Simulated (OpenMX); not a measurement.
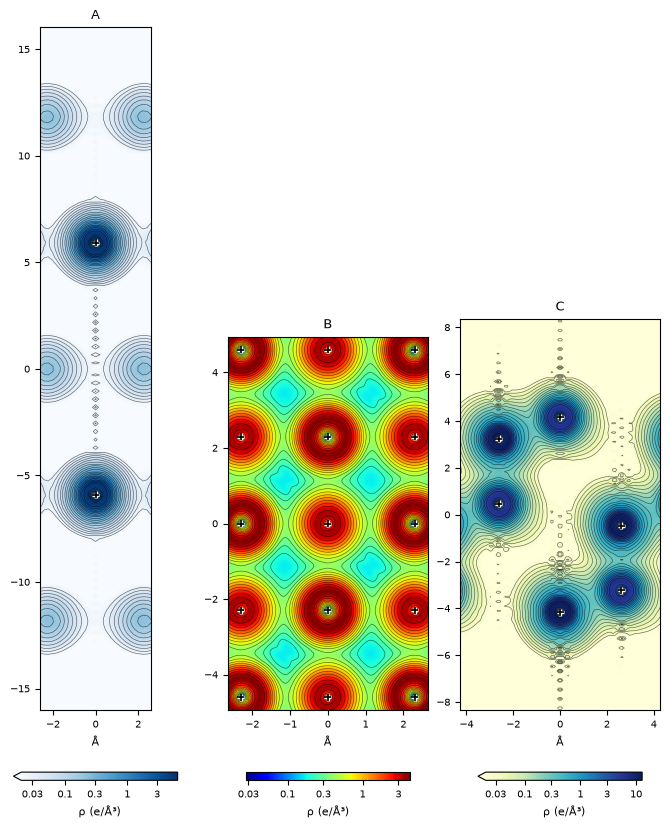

The valence pseudo-density of 3 systems, each on a plane through atoms (crosses mark nuclei in the plane).

Method: Kohn-Sham DFT of a periodic cell, PBE, OpenMX 2013 PBE set in OpenMX.

System 1: Bi (slab), the (11̄0) plane of the calculation cell, a cut from vacuum to vacuum. 

```
Bi
1.0
     4.53900    0.00000    0.00000
    -2.26950    3.93089    0.00000
     0.00000    0.00000   38.65800
Bi
5
Cartesian
  2.2695 1.3103 7.5000
  0.0000 2.6206 13.4143
  2.2695 1.3103 19.3290
  0.0000 2.6206 25.2437
  2.2695 1.3103 31.1580
```

System 2: ZrN, the (010) plane of the conventional cell. Space group Fm-3m; computed pressure about 3 GPa in this cell.

System 3: CdTe (slab), the (110) plane of the calculation cell, a cut from vacuum to vacuum. Not relaxed (largest force 0.8 eV/Å).

```yaml
crystal:
  lattice:
    - [4.53255, 0.00000, 0.00000]
    - [-2.26628, 3.92531, 0.00000]
    - [0.00000, 0.00000, 23.32683]
  atoms:
    - { symbol: Te, position: [0.00000, 0.00000, 0.32152] }
    - { symbol: Cd, position: [0.33333, 0.66667, 0.36118] }
    - { symbol: Te, position: [0.33333, 0.66667, 0.48017] }
    - { symbol: Cd, position: [0.66667, 0.33333, 0.51983] }
    - { symbol: Te, position: [0.66667, 0.33333, 0.63882] }
    - { symbol: Cd, position: [0.00000, 0.00000, 0.67848] }
```

Question: Match each panel to its system.

Answer: Panel A is system 1, Bi: the plane holds Bi. Panel B is system 2, ZrN: the plane holds Zr and N. Zr–N (2.30 Å): ρ is about 0.42 e/Å³ halfway. Panel C is system 3, CdTe: the plane holds Te and Cd. Cd–Te (2.78 Å): ρ at the midpoint is about 0.34 e/Å³.
